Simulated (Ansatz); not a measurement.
# TiO2: geometry relaxation (part 2 of 2)

Continued. System: TiO2 (Pbcn, 12 atoms in the cell). Method: DFT r2SCAN+U, scalar-relativistic, plane waves, PAW, Ueff = 4 eV on Ti d, no spin polarisation (Ansatz 0.2.0); cutoff 500 eV, 6×4×6 k-mesh, Gaussian smearing of 0.02 eV. The structure derives from a Materials Project entry.

Geometry of the input (Å; fractional positions):
```
4.5453  0.0000  0.0000
0.0000  5.5196  0.0000
0.0000  0.0000  4.9092
Ti 0.5000  0.6730  0.7500
Ti 0.0000  0.8270  0.2500
Ti 0.5000  0.3270  0.2500
Ti 0.0000  0.1730  0.7500
O  0.7285  0.6183  0.0814
O  0.2285  0.8817  0.9186
O  0.7715  0.8817  0.5814
O  0.2715  0.6183  0.4186
O  0.7285  0.3817  0.5814
O  0.2285  0.1183  0.4186
O  0.7715  0.1183  0.0814
O  0.2715  0.3817  0.9186
```

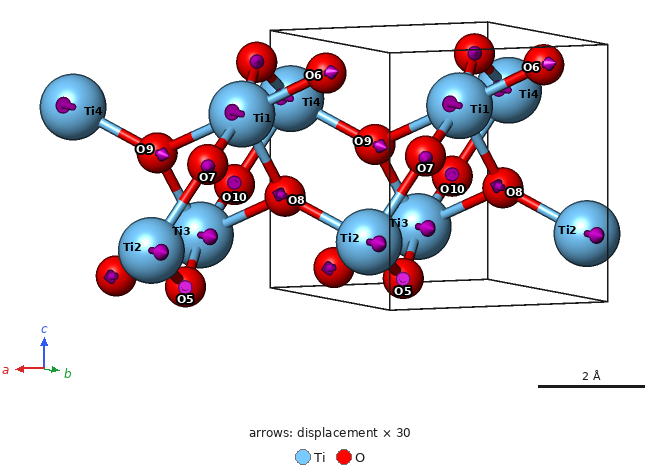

The starting structure with the displacements (without the part carried along by the change of the cell) as pink arrows, magnified 30 times (ball-and-stick view of the cell of the calculation, repeated 2 × 1 × 1, seen at an oblique angle). Over 5 geometry steps the energy falls by 29.8 meV per cell of the calculation. The largest force component goes from 0.22 to 0.00052 eV/Å. Pressure: 2.62 GPa at the start and −0.02 GPa at the end. The largest moves relative to the cell, 0.024 Å, are those of Ti1, Ti2, Ti3 and Ti4. Largest moves by element: Ti 0.024 Å, O 0.012 Å. Cell: a 4.545 → 4.556 Å (+0.2 %), b 5.520 → 5.509 Å (−0.2 %), c 4.909 → 4.947 Å (+0.8 %). Volume +0.8 %. Among the contacts that change: Ti1–O6 1.880 → 1.909 Å, Ti1–O12 2.085 → 2.059 Å, Ti1–O5 1.954 → 1.959 Å. The space group stays Pbcn (No. 60). A last SCF at the same geometry on a re-selected plane-wave basis shifts the energy by −0.7 meV per cell of the calculation. (Atoms are counted from 1 in the order of the input.)

```
basis re-selected at this cell: Δ(F+E_penalty+E_count) = -6.763e-4 eV, ΔP = -0.008 GPa vs the last step (what re-selecting the basis moved, of the pressure what is left beyond the Pulay correction that the steps carried, after the strain that the cell walked since its last selection, with what the two solves' SCF thresholds leave and, on support functions, any second-order correction that the steps lacked; it is no measure of the basis error at this ecutwfc). The dense FFT grid was sized anew with the basis: this SCF ran on 36×45×40 points, the steps before it on 36×45×36, so part of this shift can come from that change (see relax.cell in the input reference). This SCF's stress stands 3.38e-2 GPa from its target on what of the cell is left free (relax.cell.stress_tol is 5.00e-2 GPa) and its largest allowed force component is 5.19e-4 eV/Å (relax.f_tol is 5.00e-3 eV/Å): within both
SCF converged after 6 iterations
Free energy (F): -14572.365221 eV
Harris-Foulkes:  -14572.365221 eV  (|F-HF|=1.82e-12)
Internal energy: -14572.365221 eV  (E = F + TS)
E sigma→0 (E₀):  -14572.365221 eV
Fermi energy:    10.583110 eV
--- Per-component energies (eV) ---
  E_band       = -867.931855
  E_kinetic    = 2500.104122
  E_local      = -5991.456203  (includes V_loc(G=0)·N_el)
  E_nonlocal   = 378.312318
  E_hartree    = 2261.824047
  E_xc         = -967.020953
  E_vxc        = -1387.712552  (∫ρ·V_xc dr)
  E_hubbard    = 12.348918  (on-site DFT+U / exact-exchange correction)
  E_vhub       = 8.735704  (the Hubbard potential's part of the band-sum identity)
  E_paw        = -5491.612345  (= ΣΔE_a)
  E_vpaw       = -990.605623  (= ΣTr[D̂ρ^β])
  E_aug_tail   = 0.008690  (compensation charges beyond the density's cutoff)
  E_vtau       = 91.033612  (kinetic-family band-sum trace: ∫τ·v_τ [+ j·A + Jᵃ·Aᵃ] dr)
  E_ewald      = -7273.604460
  E_core_change = -1.269356  (= ΣΔE_core)
  E_smearing   = -0.000000  (= −TS)
  E_closure    = -0.000000  (closes the sum)
  Σ components = -14572.365221   (vs F -14572.365221, Δ=0.00e0)
--- Forces (eV/Å), atoms counted from 1 ---
  atom   1  Ti    -0.00000000     0.00026614    -0.00000000
  atom   2  Ti     0.00000000    -0.00026614     0.00000000
  atom   3  Ti     0.00000000    -0.00026614     0.00000000
  atom   4  Ti    -0.00000000     0.00026614    -0.00000000
  atom   5  O     -0.00051940     0.00016180    -0.00045239
  atom   6  O     -0.00051940    -0.00016180     0.00045239
  atom   7  O      0.00051940    -0.00016180    -0.00045239
  atom   8  O      0.00051940     0.00016180     0.00045239
  atom   9  O     -0.00051940    -0.00016180    -0.00045239
  atom  10  O     -0.00051940     0.00016180     0.00045239
  atom  11  O      0.00051940     0.00016180    -0.00045239
  atom  12  O      0.00051940    -0.00016180     0.00045239
  max |Σ_I F_I| component: 6.29e-18 eV/Å
--- Stress (GPa, compression-positive) ---
       -0.022011       0.000000       0.000000
        0.000000      -0.006155       0.000000
        0.000000       0.000000      -0.033828
  P = ⅓ Tr σ = -0.0207 GPa (-0.207 kbar)
--- Band table (eV; the first three rows and the last of 48) ---
  k-point 0: bands = ["-50.9447", "-50.9247", "-50.9131", "-50.9087", "-26.2348", "-26.1645", "-26.1241", "-26.0960", "-26.0758", "-26.0510", "-26.0418", "-26.0009", "-25.9800", "-25.9695", "-25.9515", "-25.9452", "-10.0558", "-8.7352", "-8.6626", "-8.4207", "-8.4093", "-8.3430", "-8.2950", "-8.1581", "3.8130", "4.0549", "4.3463", "4.5273", "4.7750", "4.8908", "4.9552", "5.3756", "5.5755", "5.7002", "6.1651", "6.2202", "6.5268", "6.5437", "6.5668", "7.0331", "7.1544", "7.2502", "7.9892", "8.2789", "8.4521", "8.4832", "8.8375", "8.8879", "12.3353", "12.3547", "12.3617", "12.4515", "12.5423", "12.8798", "12.9386", "12.9926", "13.4552", "13.5195", "13.7456", "13.9552"]
  k-point 1: bands = ["-50.9424", "-50.9237", "-50.9138", "-50.9111", "-26.2186", "-26.1791", "-26.1394", "-26.1137", "-26.0524", "-26.0347", "-26.0252", "-25.9976", "-25.9825", "-25.9797", "-25.9592", "-25.9546", "-9.9606", "-8.7629", "-8.6752", "-8.5222", "-8.3578", "-8.3156", "-8.3151", "-8.1820", "3.8862", "4.2901", "4.3580", "4.3858", "4.5775", "4.8636", "5.0751", "5.2596", "5.6198", "5.6734", "6.0534", "6.3994", "6.5355", "6.6984", "6.7367", "6.7473", "7.1299", "7.6011", "7.8622", "8.0207", "8.3384", "8.4832", "8.7431", "8.8454", "12.4081", "12.4405", "12.4598", "12.4706", "12.5071", "12.8408", "12.9575", "13.0598", "13.5118", "13.5630", "13.7271", "13.9743"]
  k-point 2: bands = ["-50.9361", "-50.9212", "-50.9177", "-50.9156", "-26.1995", "-26.1809", "-26.1744", "-26.0870", "-26.0657", "-26.0075", "-26.0008", "-25.9996", "-25.9887", "-25.9873", "-25.9857", "-25.9627", "-9.6952", "-8.9556", "-8.6879", "-8.6128", "-8.4021", "-8.2630", "-8.2495", "-8.2487", "3.9884", "4.0505", "4.4035", "4.6613", "4.6822", "4.9480", "5.0738", "5.2322", "5.5159", "5.8383", "5.9785", "6.1633", "6.5804", "6.6411", "6.8849", "6.9284", "7.0830", "7.2804", "7.8080", "8.0826", "8.1370", "8.5740", "8.5944", "8.7094", "12.3404", "12.3573", "12.5452", "12.6175", "12.8467", "12.9137", "13.0043", "13.2434", "13.5326", "13.5359", "13.6310", "13.8620"]
  k-point 47: bands = ["-50.9202", "-50.9202", "-50.9202", "-50.9202", "-26.1878", "-26.1878", "-26.1878", "-26.1878", "-25.9976", "-25.9976", "-25.9976", "-25.9976", "-25.9767", "-25.9767", "-25.9767", "-25.9767", "-8.9065", "-8.9065", "-8.9065", "-8.9065", "-8.3834", "-8.3834", "-8.3834", "-8.3834", "4.2437", "4.2437", "4.2437", "4.2437", "4.9445", "4.9445", "4.9445", "4.9445", "6.0104", "6.0104", "6.0104", "6.0104", "7.0237", "7.0237", "7.0237", "7.0237", "7.5892", "7.5892", "7.5892", "7.5892", "8.0850", "8.0850", "8.0850", "8.0850", "12.5303", "12.5303", "12.5303", "12.5303", "12.9635", "12.9635", "12.9635", "12.9635", "13.3951", "13.3951", "13.3951", "13.3951"]
Occupation matrices written to [file]
--- Relaxed structure (6 steps of the walk, 6 accepted, 1 SCFs on fresh bases) ---
  F+E_penalty+E_count = -14572.36522126 eV   max|allowed force component| = 5.194e-4 eV/Å   (the final SCF, on the basis selected at the relaxed cell)
  cell:  # Å, volume = 124.1830 Å³
    - [4.556368051253644, 0.0, 0.0]
    - [0.0, 5.509183231727047, 0.0]
    - [0.0, 0.0, 4.947161006320824]
  atoms:
    - { symbol: Ti, position: [0.5, 0.6685858255054647, 0.7500000000000001] }
    - { symbol: Ti, position: [1.5901999183399868e-20, 0.8314141744945351, 0.25000000000000006] }
    - { symbol: Ti, position: [0.5, 0.3314141744945353, 0.25000000000000006] }
    - { symbol: Ti, position: [1.5901999183399868e-20, 0.16858582550546478, 0.7500000000000001] }
    - { symbol: O, position: [0.7275911766647607, 0.6163679017306194, 0.08094873466702249] }
    - { symbol: O, position: [0.22759117666476064, 0.8836320982693809, 0.9190512653329773] }
    - { symbol: O, position: [0.7724088233352393, 0.8836320982693809, 0.5809487346670225] }
    - { symbol: O, position: [0.27240882333523936, 0.6163679017306194, 0.4190512653329776] }
    - { symbol: O, position: [0.7275911766647607, 0.3836320982693808, 0.5809487346670225] }
    - { symbol: O, position: [0.22759117666476064, 0.11636790173061928, 0.4190512653329776] }
    - { symbol: O, position: [0.7724088233352393, 0.11636790173061928, 0.08094873466702249] }
    - { symbol: O, position: [0.27240882333523936, 0.3836320982693808, 0.9190512653329773] }
```

Trajectory as extended XYZ (Å, eV, eV/Å), 7 frames, from step=1 to step=7:
```
12
Lattice="4.5454 0.0000 0.0000 0.0000 5.5196 0.0000 0.0000 0.0000 4.9092" Properties=species:S:1:pos:R:3:forces:R:3 step=1 energy=-14572.33470 pressure_GPa=2.62
Ti    2.2727    3.7147    3.6819    0.0000  -0.2222   0.0000
Ti    0.0000    4.5648    1.2273    0.0000   0.2222   0.0000
Ti    2.2727    1.8050    1.2273    0.0000   0.2222   0.0000
Ti    0.0000    0.9548    3.6819    0.0000  -0.2222   0.0000
O     3.3115    3.4126    0.3994   -0.0983  -0.1876  -0.0299
O     1.0388    4.8668    4.5098   -0.0983   0.1876   0.0299
O     3.5065    4.8668    2.8540    0.0983   0.1876  -0.0299
O     1.2338    3.4126    2.0552    0.0983  -0.1876   0.0299
O     3.3115    2.1070    2.8540   -0.0983   0.1876  -0.0299
O     1.0388    0.6528    2.0552   -0.0983  -0.1876   0.0299
O     3.5065    0.6528    0.3994    0.0983  -0.1876  -0.0299
O     1.2338    2.1070    4.5098    0.0983   0.1876   0.0299
12
Lattice="4.5531 0.0000 0.0000 0.0000 5.5174 0.0000 0.0000 0.0000 4.9349" Properties=species:S:1:pos:R:3:forces:R:3 step=2 energy=-14572.35030 pressure_GPa=0.72
Ti    2.2766    3.7148    3.7012    0.0000  -0.2094   0.0000
Ti    0.0000    4.5614    1.2337    0.0000   0.2094   0.0000
Ti    2.2766    1.8026    1.2337    0.0000   0.2094   0.0000
Ti    0.0000    0.9561    3.7012    0.0000  -0.2094   0.0000
O     3.3156    3.4065    0.3980   -0.0678  -0.1155  -0.0097
O     1.0391    4.8696    4.5369   -0.0678   0.1155   0.0097
O     3.5141    4.8696    2.8654    0.0678   0.1155  -0.0097
O     1.2375    3.4065    2.0695    0.0678  -0.1155   0.0097
O     3.3156    2.1109    2.8654   -0.0678   0.1155  -0.0097
O     1.0391    0.6478    2.0695   -0.0678  -0.1155   0.0097
O     3.5141    0.6478    0.3980    0.0678  -0.1155  -0.0097
O     1.2375    2.1109    4.5369    0.0678   0.1155   0.0097
12
Lattice="4.5656 0.0000 0.0000 0.0000 5.5141 0.0000 0.0000 0.0000 4.9400" Properties=species:S:1:pos:R:3:forces:R:3 step=3 energy=-14572.35683 pressure_GPa=-0.27
Ti    2.2828    3.7096    3.7050    0.0000  -0.1546   0.0000
Ti    0.0000    4.5616    1.2350    0.0000   0.1546   0.0000
Ti    2.2828    1.8045    1.2350    0.0000   0.1546   0.0000
Ti    0.0000    0.9525    3.7050    0.0000  -0.1546   0.0000
O     3.3237    3.4000    0.3980   -0.0495  -0.0567  -0.0069
O     1.0409    4.8712    4.5420   -0.0495   0.0567   0.0069
O     3.5247    4.8712    2.8680    0.0495   0.0567  -0.0069
O     1.2419    3.4000    2.0720    0.0495  -0.0567   0.0069
O     3.3237    2.1141    2.8680   -0.0495   0.0567  -0.0069
O     1.0409    0.6429    2.0720   -0.0495  -0.0567   0.0069
O     3.5247    0.6429    0.3980    0.0495  -0.0567  -0.0069
O     1.2419    2.1141    4.5420    0.0495   0.0567   0.0069
12
Lattice="4.5590 0.0000 0.0000 0.0000 5.5132 0.0000 0.0000 0.0000 4.9445" Properties=species:S:1:pos:R:3:forces:R:3 step=4 energy=-14572.36176 pressure_GPa=-0.16
Ti    2.2795    3.6853    3.7084    0.0000  -0.0132   0.0000
Ti    0.0000    4.5844    1.2361    0.0000   0.0132   0.0000
Ti    2.2795    1.8279    1.2361    0.0000   0.0132   0.0000
Ti    0.0000    0.9287    3.7084    0.0000  -0.0132   0.0000
O     3.3218    3.4026    0.4012   -0.0843  -0.0530  -0.0205
O     1.0423    4.8672    4.5433   -0.0843   0.0530   0.0205
O     3.5167    4.8672    2.8734    0.0843   0.0530  -0.0205
O     1.2372    3.4026    2.0711    0.0843  -0.0530   0.0205
O     3.3218    2.1106    2.8734   -0.0843   0.0530  -0.0205
O     1.0423    0.6460    2.0711   -0.0843  -0.0530   0.0205
O     3.5167    0.6460    0.4012    0.0843  -0.0530  -0.0205
O     1.2372    2.1106    4.5433    0.0843   0.0530   0.0205
12
Lattice="4.5533 0.0000 0.0000 0.0000 5.5086 0.0000 0.0000 0.0000 4.9480" Properties=species:S:1:pos:R:3:forces:R:3 step=5 energy=-14572.36418 pressure_GPa=0.18
Ti    2.2766    3.6814    3.7110    0.0000   0.0119   0.0000
Ti    0.0000    4.5815    1.2370    0.0000  -0.0119   0.0000
Ti    2.2766    1.8272    1.2370    0.0000  -0.0119   0.0000
Ti    0.0000    0.9271    3.7110    0.0000   0.0119   0.0000
O     3.3107    3.3951    0.4007    0.0345   0.0117   0.0069
O     1.0341    4.8678    4.5473    0.0345  -0.0117  -0.0069
O     3.5192    4.8678    2.8747   -0.0345  -0.0117   0.0069
O     1.2425    3.3951    2.0733   -0.0345   0.0117  -0.0069
O     3.3107    2.1135    2.8747    0.0345  -0.0117   0.0069
O     1.0341    0.6408    2.0733    0.0345   0.0117  -0.0069
O     3.5192    0.6408    0.4007   -0.0345   0.0117   0.0069
O     1.2425    2.1135    4.5473   -0.0345  -0.0117  -0.0069
12
Lattice="4.5564 0.0000 0.0000 0.0000 5.5092 0.0000 0.0000 0.0000 4.9472" Properties=species:S:1:pos:R:3:forces:R:3 step=6 energy=-14572.36455 pressure_GPa=-0.01
Ti    2.2782    3.6834    3.7104    0.0000   0.0004   0.0000
Ti    0.0000    4.5804    1.2368    0.0000  -0.0004   0.0000
Ti    2.2782    1.8258    1.2368    0.0000  -0.0004   0.0000
Ti    0.0000    0.9288    3.7104    0.0000   0.0004   0.0000
O     3.3152    3.3957    0.4005   -0.0004   0.0002  -0.0004
O     1.0370    4.8681    4.5467   -0.0004  -0.0002   0.0004
O     3.5194    4.8681    2.8740    0.0004  -0.0002  -0.0004
O     1.2412    3.3957    2.0731    0.0004   0.0002   0.0004
O     3.3152    2.1135    2.8740   -0.0004  -0.0002  -0.0004
O     1.0370    0.6411    2.0731   -0.0004   0.0002   0.0004
O     3.5194    0.6411    0.4005    0.0004   0.0002  -0.0004
O     1.2412    2.1135    4.5467    0.0004  -0.0002   0.0004
12
Lattice="4.5564 0.0000 0.0000 0.0000 5.5092 0.0000 0.0000 0.0000 4.9472" Properties=species:S:1:pos:R:3:forces:R:3 step=7 energy=-14572.36522 pressure_GPa=-0.02
Ti    2.2782    3.6834    3.7104    0.0000   0.0003   0.0000
Ti    0.0000    4.5804    1.2368    0.0000  -0.0003   0.0000
Ti    2.2782    1.8258    1.2368    0.0000  -0.0003   0.0000
Ti    0.0000    0.9288    3.7104    0.0000   0.0003   0.0000
O     3.3152    3.3957    0.4005   -0.0005   0.0002  -0.0005
O     1.0370    4.8681    4.5467   -0.0005  -0.0002   0.0005
O     3.5194    4.8681    2.8740    0.0005  -0.0002  -0.0005
O     1.2412    3.3957    2.0731    0.0005   0.0002   0.0005
O     3.3152    2.1135    2.8740   -0.0005  -0.0002  -0.0005
O     1.0370    0.6411    2.0731   -0.0005   0.0002   0.0005
O     3.5194    0.6411    0.4005    0.0005   0.0002  -0.0005
O     1.2412    2.1135    4.5467    0.0005  -0.0002   0.0005
```

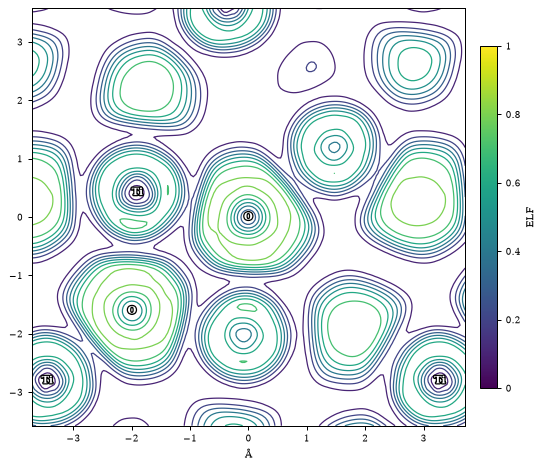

Electron localisation function on the (111) plane of the conventional cell. Ti–O (1.91 Å): the ELF is about 0.25 at the midpoint. Ti–O (1.96 Å): the ELF is about 0.25 at the midpoint. Ti–O (2.06 Å): the ELF is about 0.20 at the midpoint. The strong features right at Ti lie inside the PAW spheres (semicore, d or f shells) and say nothing about bonding. The fields are those of the smooth PAW valence density.

Key numbers:

| quantity | value |
| --- | --- |
| outcome | converged |
| space group (tolerance 0.01 Å) | Pbcn (60) |
| electrons treated | 96 |
| free energy | −14572.3652 eV |
| Fermi energy | 10.583 eV |
| gap on the k-point mesh | 3.39 eV |
| pressure | −0.02 GPa |
| final volume | 124.18 Å³ |
| largest force (length of the vector) at the end | 0.001 eV/Å |
| final cell | a = 4.556 Å, b = 5.509 Å, c = 4.947 Å, α = 90.00°, β = 90.00°, γ = 90.00° |
| wall time | 4 min (CPU time 8 min) |
| peak memory | 1.2 GiB |
